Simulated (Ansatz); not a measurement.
## WSe$_{2}$: geometry relaxation (part 2 of 2)

WSe$_{2}$ (P-6m2, 3 atoms in the cell); DFT r2SCAN, scalar-relativistic, plane waves, PAW, no spin polarisation (Ansatz 0.2.0); cutoff 500 eV, 12×12×2 k-mesh, Gaussian smearing of 0.02 eV. The structure derives from a Materials Project entry.

Geometry of the input (Å; fractional positions):
```
3.3179  0.0000  0.0000
-1.6590  2.8734  0.0000
0.0000  0.0000  16.6581
W  0.0000  0.0000  0.0000
Se 0.3333  0.6667  0.0998
Se 0.3333  0.6667  0.9002
```

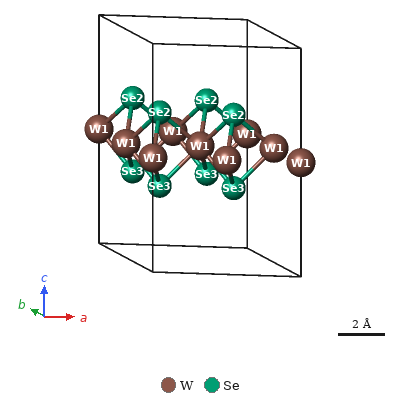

**Figure 1.** The geometry at step 2 of the log (ball-and-stick view of the 2 × 2 repeat of the cell, with the vacuum cut short, seen slightly off an axis; atoms are numbered from 1 in the order of the input).

## What the program printed, continued
```
SCF iter   1: F=—  HF=-21355.343420 eV  |F-HF|=—  |Δ(HF+E_count)|=         —  Δρ=3.06e-5  dr2=3.76e-6  dr2_τ=7.42e-6  ethr=9.73e-9  ⟨swp⟩=3.0  Hψ=5851  notcnv=0
preconditioner: auto → none  [insulator: Δε(μ)=1.644 eV  Ē_g=9.285 eV  σ=0.020 eV  W_gap=1.00  n_scr=16 (ndim 8)  ℏωp=12.5 eV  f_vac=0.605  D(μ)=0.00/eV (n_scr^D=0)  ε∞_Penn≈2.8]
SCF iter   2: F=—  HF=-21355.343432 eV  |F-HF|=—  |Δ(HF+E_count)|=   1.18e-5  Δρ=4.84e-5  dr2=1.46e-5  dr2_τ=4.26e-7  ethr=8.16e-9  ⟨swp⟩=3.4  Hψ=2064  notcnv=0  recentre
SCF iter   3: F=—  HF=-21355.343429 eV  |F-HF|=—  |Δ(HF+E_count)|=   2.14e-6  Δρ=1.40e-5  dr2=1.74e-7  dr2_τ=3.13e-8  ethr=8.16e-9  ⟨swp⟩=2.0  Hψ=1328  notcnv=0
SCF iter   4: F=—  HF=-21355.343430 eV  |F-HF|=—  |Δ(HF+E_count)|=   1.16e-7  Δρ=5.44e-6  dr2=4.48e-8  dr2_τ=2.94e-9  ethr=3.78e-10  ⟨swp⟩=2.0  Hψ=1406  notcnv=0
SCF iter   5: F=-21355.343430 eV  HF=-21355.343430 eV  |F-HF|=9.31e-10  |Δ(HF+E_count)|=   2.02e-8  Δρ=8.50e-7  dr2=1.72e-9  dr2_τ=1.05e-10  ethr=7.76e-12  ⟨swp⟩=5.5  Hψ=4890  notcnv=0
SCF 4 converged in 5 iterations: F = -21355.343430 eV  dr2 = 1.72e-9
relax step   4: F+E_penalty+E_count = -21355.34342952 eV  Δ(F+E_penalty+E_count) = -2.374e-6 eV  max|allowed force component| = 1.630e-4 eV/Å  Δτ_max = 0.0007 Å  P = +0.000 GPa  Ω = 158.479 Å³  energy of the carried Pulay correction = +2.627e-5 eV  (5 SCF iters, dr2 threshold 3.57e-9 eV, accepted)
Initial wavefunctions: pseudopotential atomic-orbital guess (no wavefunctions were taken with the density)
iter 1 solved again at ethr=5.84e-8 eV; its pass at ethr=3.10e-3 eV (dr2=2.69e-5 eV) is discarded
SCF iter   1: F=—  HF=-21355.343406 eV  |F-HF|=—  |Δ(HF+E_count)|=         —  Δρ=2.77e-6  dr2=2.53e-9  dr2_τ=1.38e-8  ethr=5.84e-8  ⟨swp⟩=5.1  Hψ=8618  notcnv=0
eigensolver tolerance schedule: the retry pair's looser diagonalisation over-reported the residual by 10631.50 of it (diagonalisation noise at 0.25 of the residual, at the tolerance the schedule requests for it); recorded, not acted on — ethr = c·dr2/N_el stays at c = 1.0e-1
SCF iter   2: F=—  HF=-21355.343404 eV  |F-HF|=—  |Δ(HF+E_count)|=   1.76e-6  Δρ=1.47e-6  dr2=1.90e-9  dr2_τ=7.18e-10  ethr=5.49e-12  ⟨swp⟩=4.1  Hψ=3057  notcnv=0
SCF iter   3: F=—  HF=-21355.343404 eV  |F-HF|=—  |Δ(HF+E_count)|=  4.04e-10  Δρ=9.90e-7  dr2=1.85e-9  dr2_τ=1.57e-10  ethr=4.12e-12  ⟨swp⟩=2.0  Hψ=1342  notcnv=0
SCF iter   4: F=—  HF=-21355.343404 eV  |F-HF|=—  |Δ(HF+E_count)|=  4.73e-11  Δρ=3.53e-7  dr2=1.15e-10  dr2_τ=3.55e-11  ethr=4.02e-12  ⟨swp⟩=2.0  Hψ=1296  notcnv=0
SCF iter   5: F=-21355.343404 eV  HF=-21355.343404 eV  |F-HF|=3.64e-11  |Δ(HF+E_count)|=  2.18e-11  Δρ=1.22e-7  dr2=1.10e-11  dr2_τ=4.05e-12  ethr=1.00e-12  ⟨swp⟩=7.5  Hψ=5781  notcnv=0
SCF 5 converged in 5 iterations: F = -21355.343404 eV  dr2 = 1.10e-11
relax step   5: F+E_penalty+E_count = -21355.34340433 eV  Δ(F+E_penalty+E_count) = +2.519e-5 eV  max|allowed force component| = 1.578e-4 eV/Å  Δτ_max = 0.0000 Å  P = +0.000 GPa  Ω = 158.479 Å³  stress off target by 5.49e-4 GPa  SCF on the basis re-selected at this cell (its energy is not comparable with the rows above)  (5 SCF iters)
basis re-selected at this cell: Δ(F+E_penalty+E_count) = +2.519e-5 eV, ΔP = -0.000 GPa vs the last step (what re-selecting the basis moved, of the pressure what is left beyond the Pulay correction that the steps carried, after the strain that the cell walked since its last selection, with what the two solves' SCF thresholds leave and, on support functions, any second-order correction that the steps lacked; it is no measure of the basis error at this ecutwfc). This SCF's stress stands 5.49e-4 GPa from its target on what of the cell is left free (relax.cell.stress_tol is 5.00e-2 GPa) and its largest allowed force component is 1.58e-4 eV/Å (relax.f_tol is 5.00e-3 eV/Å): within both
SCF converged after 5 iterations
Free energy (F): -21355.343404 eV
Harris-Foulkes:  -21355.343404 eV  (|F-HF|=3.64e-11)
Internal energy: -21355.343404 eV  (E = F + TS)
E sigma→0 (E₀):  -21355.343404 eV
Fermi energy:    2.314630 eV
--- Per-component energies (eV) ---
  E_band       = -1386.682685
  E_kinetic    = 689.760716
  E_local      = -32149.012224  (includes V_loc(G=0)·N_el)
  E_nonlocal   = -1188.314496
  E_hartree    = 15714.798921
  E_xc         = -446.135946
  E_vxc        = -472.305855  (∫ρ·V_xc dr)
  E_paw        = -12443.733467  (= ΣΔE_a)
  E_vpaw       = 279.582653  (= ΣTr[D̂ρ^β])
  E_aug_tail   = -0.000481  (compensation charges beyond the density's cutoff)
  E_vtau       = 24.008775  (kinetic-family band-sum trace: ∫τ·v_τ [+ j·A + Jᵃ·Aᵃ] dr)
  E_ewald      = 8471.411062
  E_core_change = -4.117489  (= ΣΔE_core)
  E_smearing   = -0.000000  (= −TS)
  E_closure    = 0.000000  (closes the sum)
  Σ components = -21355.343404   (vs F -21355.343404, Δ=0.00e0)
--- Forces (eV/Å), atoms counted from 1 ---
  atom   1  W      0.00000000     0.00000000     0.00000000
  atom   2  Se    -0.00000000    -0.00000000     0.00015781
  atom   3  Se    -0.00000000    -0.00000000    -0.00015781
  max |Σ_I F_I| component: 4.63e-18 eV/Å
--- Stress (GPa, compression-positive) ---
        0.000288       0.000000       0.000000
        0.000000       0.000288      -0.000000
        0.000000      -0.000000       0.000549
  P = ⅓ Tr σ = 0.0004 GPa (0.004 kbar)
--- Band table (eV; the first three rows and the last of 38) ---
  k-point 0: bands = ["-74.4261", "-46.8854", "-46.8854", "-46.8846", "-46.8846", "-46.8514", "-46.8514", "-46.8500", "-46.8500", "-46.8364", "-46.8338", "-38.0508", "-37.9449", "-37.9449", "-13.8948", "-12.5314", "-4.9142", "-1.0545", "-1.0545", "-0.7334", "0.1166", "0.1166", "1.2335", "4.5850", "4.5850", "4.7646", "4.7646", "6.3533"]
  k-point 1: bands = ["-74.4261", "-46.8854", "-46.8854", "-46.8846", "-46.8846", "-46.8514", "-46.8514", "-46.8500", "-46.8500", "-46.8364", "-46.8338", "-38.0508", "-37.9449", "-37.9449", "-13.8948", "-12.5314", "-4.9142", "-1.0545", "-1.0545", "-0.7334", "0.1166", "0.1166", "1.2335", "4.5850", "4.5850", "4.7646", "4.7646", "6.4538"]
  k-point 2: bands = ["-74.4254", "-46.8853", "-46.8851", "-46.8847", "-46.8843", "-46.8515", "-46.8515", "-46.8502", "-46.8500", "-46.8363", "-46.8336", "-38.0474", "-37.9608", "-37.9486", "-13.7881", "-12.4795", "-4.7791", "-1.3664", "-1.0111", "-0.9532", "-0.0623", "0.1913", "1.1895", "4.3727", "4.3885", "4.6278", "4.7729", "6.6350"]
  k-point 37: bands = ["-74.4144", "-46.8837", "-46.8821", "-46.8820", "-46.8818", "-46.8536", "-46.8524", "-46.8512", "-46.8512", "-46.8342", "-46.8312", "-38.1202", "-38.0926", "-37.9944", "-11.5745", "-11.4203", "-4.0699", "-3.9661", "-3.0227", "-2.4448", "-1.9248", "-0.9584", "1.4925", "3.1367", "4.6103", "5.2147", "6.7313", "7.8384"]
--- Relaxed structure (4 steps of the walk, 4 accepted, 1 SCFs on fresh bases) ---
  F+E_penalty+E_count = -21355.34340433 eV   max|allowed force component| = 1.578e-4 eV/Å   (the final SCF, on the basis selected at the relaxed cell)
  cell:  # Å, volume = 158.4789 Å³
    - [3.3143636060484605, 2.8836528852868577e-11, 6.41655401765811e-20]
    - [-1.657181803049203, 2.870323080202148, -3.208277008877702e-20]
    - [3.2215154044482947e-19, -1.7380984383707376e-32, 16.658675993750947]
  atoms:
    - { symbol: W, position: [3.7007434429898756e-17, 3.289549685743081e-17, 4.2091059897330265e-35] }
    - { symbol: Se, position: [0.3333333333333334, 0.6666666666666669, 0.09970316962346566] }
    - { symbol: Se, position: [0.3333333333333334, 0.6666666666666669, 0.9002968303765345] }
```

## Trajectory as extended XYZ (Å, eV, eV/Å), 5 frames, from step=1 to step=5
```
3
Lattice="3.3179 0.0000 0.0000 -1.6590 2.8734 0.0000 0.0000 0.0000 16.6581" Properties=species:S:1:pos:R:3:forces:R:3 step=1 energy=-21355.34317 pressure_GPa=-0.16
W     0.0000    0.0000    0.0000    0.0000   0.0000   0.0000
Se    0.0000    1.9156    1.6623    0.0000   0.0000  -0.0471
Se    0.0000    1.9156   14.9959    0.0000   0.0000   0.0471
3
Lattice="3.3122 0.0000 0.0000 -1.6561 2.8684 0.0000 0.0000 0.0000 16.6578" Properties=species:S:1:pos:R:3:forces:R:3 step=2 energy=-21355.34326 pressure_GPa=0.14
W     0.0000    0.0000    0.0000    0.0000   0.0000   0.0000
Se    0.0000    1.9123    1.6589    0.0000   0.0000   0.0515
Se    0.0000    1.9123   14.9989    0.0000   0.0000  -0.0515
3
Lattice="3.3136 0.0000 0.0000 -1.6568 2.8696 0.0000 0.0000 0.0000 16.6583" Properties=species:S:1:pos:R:3:forces:R:3 step=3 energy=-21355.34343 pressure_GPa=0.00
W     0.0000    0.0000    0.0000    0.0000   0.0000   0.0000
Se    0.0000    1.9131    1.6616    0.0000   0.0000  -0.0076
Se    0.0000    1.9131   14.9967    0.0000   0.0000   0.0076
3
Lattice="3.3144 0.0000 0.0000 -1.6572 2.8703 0.0000 0.0000 0.0000 16.6587" Properties=species:S:1:pos:R:3:forces:R:3 step=4 energy=-21355.34343 pressure_GPa=0.00
W     0.0000    0.0000    0.0000    0.0000   0.0000   0.0000
Se    0.0000    1.9135    1.6609    0.0000   0.0000   0.0002
Se    0.0000    1.9135   14.9978    0.0000   0.0000  -0.0002
3
Lattice="3.3144 0.0000 0.0000 -1.6572 2.8703 0.0000 0.0000 0.0000 16.6587" Properties=species:S:1:pos:R:3:forces:R:3 step=5 energy=-21355.34340 pressure_GPa=0.00
W     0.0000    0.0000    0.0000    0.0000   0.0000   0.0000
Se    0.0000    1.9135    1.6609    0.0000   0.0000   0.0002
Se    0.0000    1.9135   14.9978    0.0000   0.0000  -0.0002
```

## Summary

| quantity | value |
| --- | --- |
| outcome | converged |
| space group (tolerance 0.01 Å) | P-6m2 (187) |
| electrons treated | 46 |
| free energy | −21355.3434 eV |
| Fermi energy | 2.315 eV |
| gap on the k-point mesh | 1.64 eV |
| pressure | 0.00 GPa |
| final volume | 158.48 Å³ |
| largest force (length of the vector) at the end | under 0.001 eV/Å |
| final cell | a = 3.314 Å, b = 3.314 Å, c = 16.659 Å, α = 90.00°, β = 90.00°, γ = 120.00° |
| hardware | 1 thread of Intel Xeon @ 2.50GHz (Skylake/Cascade Lake), 189 GiB of memory available, shared host |
| wall time | 3.9 min |
| peak memory | 0.77 GiB |

## Notes

Spin–orbit coupling is left out, which matters for W.
